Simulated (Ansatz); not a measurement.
**Zr₂C: geometry relaxation**

Zr₂C (9 atoms in the cell), computed with DFT r2SCAN, scalar-relativistic, plane waves, PAW, no spin polarisation (Ansatz 0.2.0).

The structure derives from a Materials Project entry. It belongs to a series of runs on one base structure; here: 6 of 6 Ti sites taken by Zr, cell and atoms relaxed. Figures and captions count atoms from 1; the log counts them from 0 in places.

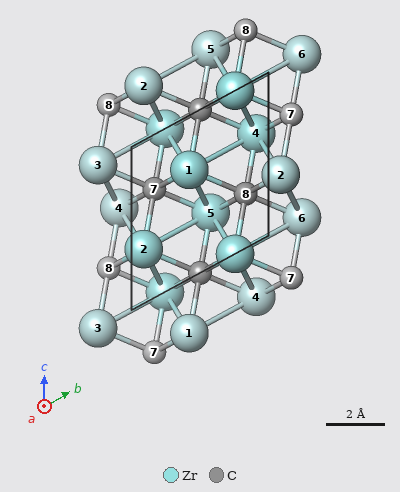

Figure 1. The structure as given in the input (ball-and-stick view of the cell of the calculation, along the a axis; neighbours outside the cell are drawn fainter; atoms are numbered from 1 in the order of the input). An atom can appear more than once, as a periodic image.

## Results in brief

| quantity | value |
| --- | --- |
| outcome | converged |
| space group (tolerance 0.01 Å) | R-3m (166) |
| electrons treated | 84 |
| free energy | −25931.6779 eV |
| Fermi energy | 13.728 eV |
| gap on the k-point mesh | none (metallic) |
| pressure | −0.02 GPa |
| final volume | 156.04 Å³ |
| largest force (length of the vector) at the end | 0.013 eV/Å |
| final cell | a = 5.720 Å, b = 5.784 Å, c = 5.784 Å, α = 60.00°, β = 80.30°, γ = 70.30° |
| hardware | 2 threads of Intel Xeon @ 2.50GHz (Skylake/Cascade Lake), 192 GiB of memory available, shared host |
| wall time | 3.4 min (CPU time 6.5 min) |
| peak memory | 1.6 GiB |

## Input
```yaml
crystal:
  lattice:
    - [0.0, -1.9280563699, 5.3853294056]
    - [0.0, -5.7841691094, -1.0e-10]
    - [5.0092373886, -2.8920845547, -1.0e-10]
  atoms:
    - { symbol: Zr, position: [0.7325235749, 0.4224921417, 0.6666666667] }
    - { symbol: Zr, position: [0.7325235749, 0.0891588084, 0.3333333333] }
    - { symbol: Zr, position: [0.7325235749, 0.755825475, 0.0] }
    - { symbol: Zr, position: [0.2674764251, 0.9108411916, 0.6666666667] }
    - { symbol: Zr, position: [0.2674764251, 0.5775078583, 0.3333333333] }
    - { symbol: Zr, position: [0.2674764251, 0.244174525, 0.0] }
    - { symbol: C, position: [0.5, 0.1666666667, 0.6666666667] }
    - { symbol: C, position: [0.5, 0.8333333333, 0.3333333333] }
    - { symbol: C, position: [0.5, 0.5, 1.0] }
basis:
  ecutwfc: 500
kpoints:
  mp_grid: { grid: [8, 8, 8] }
hamiltonian:
  xc: r2scan
scf:
  occupations: { method: gaussian, width: 0.1 }
output:
  forces: true
  stress: true
  eigenvalues: true
  write_density: true
  write_potential: true
  elf: true
  volumetric_format: npy
relax:
  adjacent_minimum: "off"
  f_tol: 0.015
  max_steps: 60
  cell: { stress_tol: 0.15 }
```

Launch command:
```bash
ansatz run input.yaml --threads 2 --pin off --max-ram 5120MiB --backend cpu --events-out ev --progress --plain --runs-dir out
```

## Output
```
Engine: ansatz 0.2.0, x86_64-unknown-linux-gnu
Pseudopotentials: kind: paw
Pseudopotential: Zr, paw, valence charge 12, recommended cutoff 500 eV (meta_gga), Zr.paw.azcp
Pseudopotential: C, paw, valence charge 4, recommended cutoff 500 eV (meta_gga), C.paw.azcp
Functional definition: r2SCAN
  parameter k0 = 0.174
  parameter k1 = 0.065
  parameter a1 = 4.9479
  exchange = r2scan_x(k0 = k0, k1 = k1, a1 = a1)
  correlation = r2scan_c
Crystal: 9 atoms, lattice volume = 156.036 Å³
Basis set: ecut = 500 eV, 3963 PW (Γ), exchange–correlation on 180×180×180 points (64 copies of the dense FFT grid, shifted against one another)
Bands: 51, of which v1, the nominal top of the filled ones, is band 42 counted from 1 (41 counted from 0)
Symmetry: 12 space group operations
Space group: R-3m (ITA 166), of the structure as read, at distance tolerance 5.4e-5 Å
k-points: 150 of 512
Non-local potential: Zr, projectors of the file, l = 0: 3, l = 1: 2, l = 2: 2, l = 3: 2
Non-local potential: C, projectors of the file, l = 0: 2, l = 1: 2, l = 2: 1
PAW form: soft (Blöchl's): semilocal exchange-correlation on the pseudo side does not see the compensation charge
PAW frozen core: Zr, regenerated for the run's functional (the file was generated under x = pbe(κ = 0.804, μ = 0.2195149727645171), c = pbe(β = 0.06672455060314922))
PAW frozen core: C, regenerated for the run's functional (the file was generated under x = pbe(κ = 0.804, μ = 0.2195149727645171), c = pbe(β = 0.06672455060314922))
PAW one-centre angular grid: Zr, 590 points (default); XC on 160 Gauss nodes
PAW one-centre angular grid: C, 302 points (default); XC on 239 of its mesh's 2573 points in the sphere
Initial density: superposition of atomic densities (neutral atoms: chi_scale 0, normalization atom), corrected by the library's trained network
Initial wavefunctions: pseudopotential atomic-orbital guess
Functional: x = r2scan, c = r2scan; τ floored in thin density (d = 2e-4 eV/Å³)
SCF iter   1: F=—  HF=-25931.521876 eV  |F-HF|=—  |Δ(HF+E_count)|=         —  Δρ=9.73e-3  dr2=1.95e-1  dr2_τ=3.99e-1  ethr=1.77e-3  ⟨swp⟩=5.3  Hψ=29836  notcnv=0
preconditioner: auto → Kerker (q_TF=auto, 2.461 Å⁻¹)  [metal: Δε(μ)=0.011 eV  Ē_g=5.662 eV  σ=0.100 eV  W_gap=0.06  n_scr=38 (ndim 8)  ℏωp=17.8 eV  f_vac=0.000  D(μ)=4.40/eV (n_scr^D=26)]
SCF iter   2: F=—  HF=-25931.682250 eV  |F-HF|=—  |Δ(HF+E_count)|=   1.60e-1  Δρ=5.87e-3  dr2=6.79e-2  dr2_τ=1.75e-3  ethr=2.32e-4  ⟨swp⟩=2.6  Hψ=14909  notcnv=0  defer=343
SCF iter   3: F=—  HF=-25931.678529 eV  |F-HF|=—  |Δ(HF+E_count)|=   3.72e-3  Δρ=1.81e-3  dr2=6.33e-3  dr2_τ=4.02e-4  ethr=8.08e-5  ⟨swp⟩=3.0  Hψ=14291  notcnv=0  defer=343
SCF iter   4: F=—  HF=-25931.678003 eV  |F-HF|=—  |Δ(HF+E_count)|=   5.26e-4  Δρ=6.65e-4  dr2=1.49e-3  dr2_τ=1.87e-4  ethr=7.54e-6  ⟨swp⟩=2.0  Hψ=9977  notcnv=0  defer=343
SCF iter   5: F=—  HF=-25931.677945 eV  |F-HF|=—  |Δ(HF+E_count)|=   5.76e-5  Δρ=2.31e-4  dr2=1.78e-4  dr2_τ=3.33e-6  ethr=1.77e-6  ⟨swp⟩=2.0  Hψ=9337  notcnv=0  defer=343
SCF iter   6: F=—  HF=-25931.677944 eV  |F-HF|=—  |Δ(HF+E_count)|=   1.78e-6  Δρ=7.32e-5  dr2=1.17e-5  dr2_τ=4.18e-7  ethr=2.12e-7  ⟨swp⟩=2.0  Hψ=9544  notcnv=0  defer=343
SCF iter   7: F=—  HF=-25931.677877 eV  |F-HF|=—  |Δ(HF+E_count)|=   6.69e-5  Δρ=2.68e-5  dr2=1.49e-6  dr2_τ=4.47e-8  ethr=1.40e-8  ⟨swp⟩=2.7  Hψ=11670  notcnv=0  defer=343
SCF iter   8: F=-25931.677877 eV  HF=-25931.677877 eV  |F-HF|=1.96e-9  |Δ(HF+E_count)|=   1.24e-7  Δρ=2.57e-6  dr2=1.27e-8  dr2_τ=4.17e-10  ethr=1.19e-10  ⟨swp⟩=12.6  Hψ=55730  notcnv=0
SCF 1 converged in 8 iterations: F = -25931.677877 eV  dr2 = 1.27e-8
  greatest PAW one-centre occupation: 0.989 electrons in one spin orbital (limit 2), on the Zr atom at site 5 (counted from 0), in its partial waves of l = 0
relax step   1: F+E_penalty+E_count = -25931.67787675 eV  Δ(F+E_penalty+E_count) = +0.000e0 eV  max|allowed force component| = 1.338e-2 eV/Å  Δτ_max = 0.0000 Å  P = -0.022 GPa  Ω = 156.036 Å³  (8 SCF iters, dr2 threshold 1.00e-7 eV, accepted)
Initial density: handed on by an earlier stage of this run
Initial wavefunctions: pseudopotential atomic-orbital guess (no wavefunctions were taken with the density)
iter 1 solved again at ethr=2.90e-8 eV; its pass at ethr=3.10e-3 eV (dr2=2.43e-5 eV) is discarded
SCF iter   1: F=—  HF=-25931.677943 eV  |F-HF|=—  |Δ(HF+E_count)|=         —  Δρ=2.71e-6  dr2=1.27e-8  dr2_τ=5.12e-10  ethr=2.90e-8  ⟨swp⟩=4.0  Hψ=52825  notcnv=0
preconditioner: auto → Kerker (q_TF=auto, 2.461 Å⁻¹)  [metal: Δε(μ)=0.003 eV  Ē_g=5.577 eV  σ=0.100 eV  W_gap=0.02  n_scr=38 (ndim 8)  ℏωp=17.8 eV  f_vac=0.000  D(μ)=5.15/eV (n_scr^D=38)]
SCF iter   2: F=—  HF=-25931.677877 eV  |F-HF|=—  |Δ(HF+E_count)|=   6.60e-5  Δρ=1.56e-6  dr2=6.16e-9  dr2_τ=1.89e-10  ethr=1.51e-11  ⟨swp⟩=2.9  Hψ=14800  notcnv=0
SCF iter   3: F=—  HF=-25931.677877 eV  |F-HF|=—  |Δ(HF+E_count)|=  6.11e-10  Δρ=4.78e-7  dr2=8.58e-10  dr2_τ=6.78e-11  ethr=7.33e-12  ⟨swp⟩=2.0  Hψ=10280  notcnv=0
SCF iter   4: F=-25931.677877 eV  HF=-25931.677877 eV  |F-HF|=2.18e-11  |Δ(HF+E_count)|=  5.09e-11  Δρ=1.41e-7  dr2=4.03e-11  dr2_τ=1.19e-11  ethr=1.00e-12  ⟨swp⟩=8.9  Hψ=40548  notcnv=0
SCF 2 converged in 4 iterations: F = -25931.677877 eV  dr2 = 4.03e-11
relax step   2: F+E_penalty+E_count = -25931.67787676 eV  Δ(F+E_penalty+E_count) = -3.012e-9 eV  max|allowed force component| = 1.335e-2 eV/Å  Δτ_max = 0.0000 Å  P = -0.022 GPa  Ω = 156.036 Å³  stress off target by 3.65e-2 GPa  SCF on the basis re-selected at this cell (its energy is not comparable with the rows above)  (4 SCF iters)
```

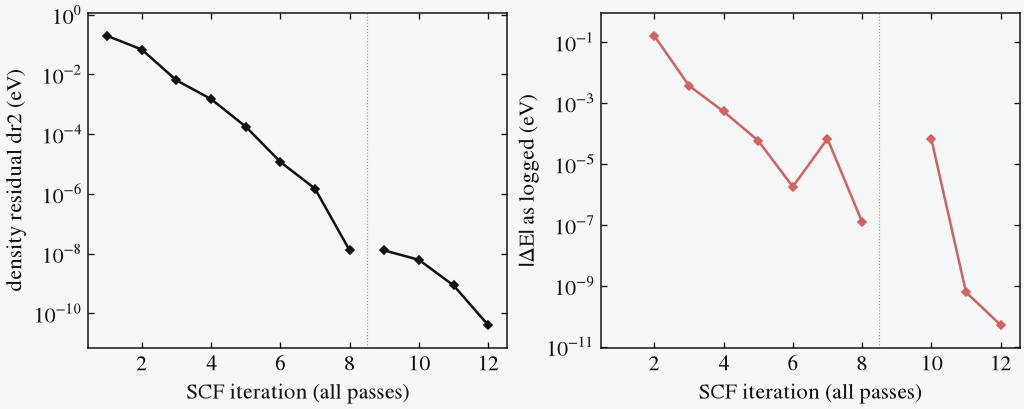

Figure 2. Convergence of the self-consistent field: density residual dr2 and size of the energy change against the SCF iteration. The dotted lines part the SCF passes of the relaxation: geometry steps, rejected trials and re-solves on a re-selected basis. The passes take 8 and 4 iterations.

```
basis re-selected at this cell: Δ(F+E_penalty+E_count) = -3.012e-9 eV, ΔP = +0.000 GPa vs the last step (what re-selecting the basis moved, of the pressure what is left beyond the Pulay correction that the steps carried, after the strain that the cell walked since its last selection, with what the two solves' SCF thresholds leave and, on support functions, any second-order correction that the steps lacked; it is no measure of the basis error at this ecutwfc). This SCF's stress stands 3.65e-2 GPa from its target on what of the cell is left free (relax.cell.stress_tol is 1.50e-1 GPa) and its largest allowed force component is 1.34e-2 eV/Å (relax.f_tol is 1.50e-2 eV/Å): within both
SCF converged after 4 iterations
Free energy (F): -25931.677877 eV
Harris-Foulkes:  -25931.677877 eV  (|F-HF|=2.18e-11)
Internal energy: -25931.652105 eV  (E = F + TS)
E sigma→0 (E₀):  -25931.664991 eV
Entropy (-TS):   -0.025772 eV (-2.864 meV/atom)
Fermi energy:    13.727862 eV
--- Per-component energies (eV) ---
  E_band       = -586.646356
  E_kinetic    = 2261.110203
  E_local      = -4237.220122  (includes V_loc(G=0)·N_el)
  E_nonlocal   = 549.290097
  E_hartree    = 1360.609842
  E_xc         = -1078.963720
  E_vxc        = -1465.107220  (∫ρ·V_xc dr)
  E_paw        = -18124.545662  (= ΣΔE_a)
  E_vpaw       = -500.330207  (= ΣTr[D̂ρ^β])
  E_aug_tail   = 0.000071  (compensation charges beyond the density's cutoff)
  E_vtau       = 84.391364  (kinetic-family band-sum trace: ∫τ·v_τ [+ j·A + Jᵃ·Aᵃ] dr)
  E_ewald      = -6660.870042
  E_core_change = -1.062771  (= ΣΔE_core)
  E_smearing   = -0.025772  (= −TS)
  E_closure    = -0.000000  (closes the sum)
  Σ components = -25931.677877   (vs F -25931.677877, Δ=0.00e0)
--- Forces (eV/Å), atoms counted from 1 ---
  atom   1  Zr    -0.00000000     0.00097469    -0.01335377
  atom   2  Zr    -0.00000000     0.00097469    -0.01335377
  atom   3  Zr    -0.00000000     0.00097469    -0.01335377
  atom   4  Zr     0.00000000    -0.00097469     0.01335377
  atom   5  Zr     0.00000000    -0.00097469     0.01335377
  atom   6  Zr     0.00000000    -0.00097469     0.01335377
  atom   7  C     -0.00000000     0.00000000     0.00000000
  atom   8  C      0.00000000     0.00000000    -0.00000000
  atom   9  C      0.00000000     0.00000000     0.00000000
  max |Σ_I F_I| component: 4.63e-18 eV/Å
--- Stress (GPa, compression-positive) ---
       -0.031200       0.000000       0.000000
        0.000000      -0.035879       0.004887
        0.000000       0.004887       0.001450
  P = ⅓ Tr σ = -0.0219 GPa (-0.219 kbar)
--- Band table (eV; the first three rows and the last of 150) ---
  k-point 0: bands = ["-36.6355", "-36.5103", "-36.4994", "-36.4994", "-36.4994", "-36.4994", "-14.4898", "-14.2601", "-14.2601", "-14.1761", "-14.1761", "-14.1681", "-14.1681", "-13.9560", "-13.9560", "-13.7854", "-13.7854", "-13.7510", "-13.7510", "-13.6931", "-13.6931", "-13.6082", "-13.5902", "-13.5901", "2.3526", "3.2312", "3.2312", "8.6991", "9.8569", "9.8569", "10.0020", "10.0020", "10.7740", "10.7741", "10.9413", "10.9413", "11.3485", "12.6767", "12.6767", "13.2269", "13.2269", "14.1759", "14.1759", "14.6051", "14.6052", "14.9249", "14.9249", "15.0154", "16.6154", "16.6154", "16.6881"]
  k-point 1: bands = ["-36.6308", "-36.5114", "-36.5094", "-36.5084", "-36.4923", "-36.4913", "-14.4767", "-14.3310", "-14.2426", "-14.2354", "-14.1816", "-14.1316", "-14.0904", "-13.9663", "-13.8856", "-13.8259", "-13.7770", "-13.7450", "-13.7249", "-13.7146", "-13.7033", "-13.6217", "-13.6107", "-13.5948", "2.4103", "3.2093", "3.2207", "8.8163", "9.5954", "9.7100", "10.0495", "10.3201", "10.3754", "10.8064", "10.8712", "10.9604", "11.7171", "12.5636", "12.6238", "13.1648", "13.2555", "14.0870", "14.3284", "14.4455", "14.5282", "14.6723", "15.0703", "15.3936", "16.2308", "16.5178", "16.6252"]
  k-point 2: bands = ["-36.6175", "-36.5285", "-36.5189", "-36.5034", "-36.4887", "-36.4868", "-14.4398", "-14.3917", "-14.2967", "-14.2662", "-14.1276", "-14.1242", "-13.9962", "-13.9008", "-13.8520", "-13.8454", "-13.8058", "-13.7497", "-13.7462", "-13.7154", "-13.6900", "-13.6794", "-13.6299", "-13.6038", "2.5634", "3.1647", "3.1752", "9.1404", "9.1819", "9.5556", "9.8683", "10.3294", "10.5348", "10.7468", "10.8771", "10.9391", "12.1298", "12.3067", "12.4384", "13.0771", "13.4112", "13.7284", "14.0697", "14.5321", "14.6202", "14.7847", "15.2112", "15.6325", "15.9719", "16.5043", "16.6533"]
  k-point 149: bands = ["-36.5713", "-36.5394", "-36.5394", "-36.5098", "-36.4923", "-36.4923", "-14.3710", "-14.3710", "-14.2955", "-14.2804", "-14.2804", "-14.0180", "-13.9052", "-13.9052", "-13.8680", "-13.8442", "-13.8442", "-13.7666", "-13.7199", "-13.6987", "-13.6987", "-13.6710", "-13.6710", "-13.6531", "2.8990", "3.0805", "3.0805", "8.9489", "8.9489", "9.5758", "10.0274", "10.7210", "10.7210", "10.7425", "10.7425", "10.9918", "11.8450", "12.1428", "12.1428", "12.8572", "12.8572", "12.9246", "13.9274", "14.4341", "14.4341", "15.9035", "15.9035", "15.9076", "16.0938", "16.8376", "17.1161"]
--- Relaxed structure (1 steps of the walk, 1 accepted, 1 SCFs on fresh bases) ---
  F+E_penalty+E_count = -25931.67787676 eV   max|allowed force component| = 1.335e-2 eV/Å   (the final SCF, on the basis selected at the relaxed cell)
  cell:  # Å, volume = 156.0360 Å³
    - [2.6876984067277707e-11, -1.9280563699, 5.3853294056]
    - [7.771034278265703e-27, -5.7841691094, -1.0e-10]
    - [5.0092373886, -2.8920845547, -7.50000077355007e-11]
  atoms:
    - { symbol: Zr, position: [0.7325235749, 0.4224921417, 0.6666666666666666] }
    - { symbol: Zr, position: [0.7325235749, 0.08915880836666654, 0.3333333333333333] }
    - { symbol: Zr, position: [0.7325235749, 0.7558254750333333, -8.077935669463161e-28] }
    - { symbol: Zr, position: [0.2674764251000001, 0.9108411916333334, 0.6666666666666665] }
    - { symbol: Zr, position: [0.2674764251000001, 0.5775078583, 0.3333333333333333] }
    - { symbol: Zr, position: [0.2674764251000001, 0.24417452496666664, -4.0389678347315804e-28] }
    - { symbol: C, position: [0.5, 0.1666666666666666, 0.6666666666666666] }
    - { symbol: C, position: [0.5, 0.8333333333333331, 0.3333333333333333] }
    - { symbol: C, position: [0.5, 0.4999999999999999, 0.9999999999999998] }
```

## Trajectory as extended XYZ (Å, eV, eV/Å), 2 frames, from step=1 to step=2
```
9
Lattice="0.0000 -1.9281 5.3853 0.0000 -5.7842 0.0000 5.0092 -2.8921 0.0000" Properties=species:S:1:pos:R:3:forces:R:3 step=1 energy=-25931.67788 pressure_GPa=-0.02
Zr    3.3395   -5.7842    3.9449    0.0000   0.0010  -0.0134
Zr    1.6697   -2.8921    3.9449    0.0000   0.0010  -0.0134
Zr    0.0000   -5.7842    3.9449    0.0000   0.0010  -0.0134
Zr    3.3395   -7.7122    1.4404    0.0000  -0.0010   0.0134
Zr    1.6697   -4.8201    1.4404    0.0000  -0.0010   0.0134
Zr    0.0000   -1.9281    1.4404    0.0000  -0.0010   0.0134
C     3.3395   -3.8561    2.6927    0.0000   0.0000   0.0000
C     1.6697   -6.7482    2.6927    0.0000   0.0000   0.0000
C     5.0092   -6.7482    2.6927    0.0000   0.0000   0.0000
9
Lattice="0.0000 -1.9281 5.3853 0.0000 -5.7842 0.0000 5.0092 -2.8921 0.0000" Properties=species:S:1:pos:R:3:forces:R:3 step=2 energy=-25931.67788 pressure_GPa=-0.02
Zr    3.3395   -5.7842    3.9449    0.0000   0.0010  -0.0134
Zr    1.6697   -2.8921    3.9449    0.0000   0.0010  -0.0134
Zr    0.0000   -5.7842    3.9449    0.0000   0.0010  -0.0134
Zr    3.3395   -7.7122    1.4404    0.0000  -0.0010   0.0134
Zr    1.6697   -4.8201    1.4404    0.0000  -0.0010   0.0134
Zr    0.0000   -1.9281    1.4404    0.0000  -0.0010   0.0134
C     3.3395   -3.8561    2.6927    0.0000   0.0000   0.0000
C     1.6697   -6.7482    2.6927    0.0000   0.0000   0.0000
C     5.0092   -6.7482    2.6927    0.0000   0.0000   0.0000
```

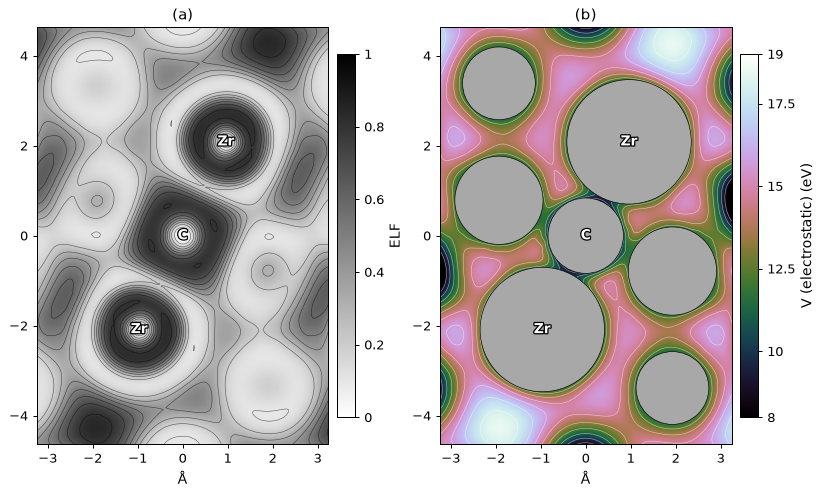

Figure 3. (a) ELF; (b) electrostatic potential (local pseudopotential plus Hartree) felt by an electron on the (11̄0) plane of the calculation cell. Grey discs, where drawn, cover atomic cores. Zr–C (2.30 Å): the ELF is about 0.20 at the midpoint; no shared pair; the contact is polar.  The strong features right at Zr lie inside the PAW spheres (semicore, d or f shells) and say nothing about bonding. Outside the cores the potential energy rises away from the atoms and is highest about 2.4 Å from the nearest atoms; outside the discs it spans about 10 eV, and its zero is arbitrary. Core electrons are frozen (PAW), so the fields are smoothed inside the atomic spheres.

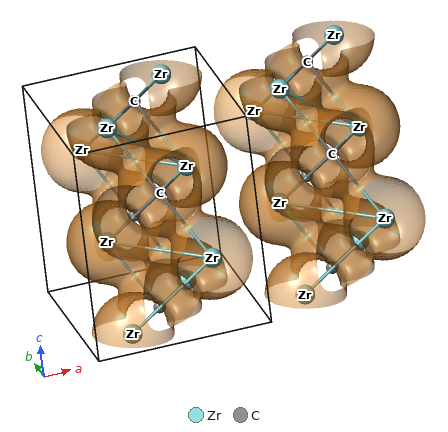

Figure 4. Isosurface of the valence charge density (pseudo) at 0.3 e/Å³ (orange), seen slightly off an axis. Sticks mark near contacts. The outline is the calculation cell. At this value the density is joined into sheets; it holds about 80 % of the electrons treated as valence (semicore included). It is pinched off along the Zr–Zr (3.16 Å) contacts. On the grid the lowest density along these lines, outside the cores, is 0.48 e/Å³ (Zr–C, 2.30 Å) and 0.19 e/Å³ (Zr–Zr, 3.16 Å).
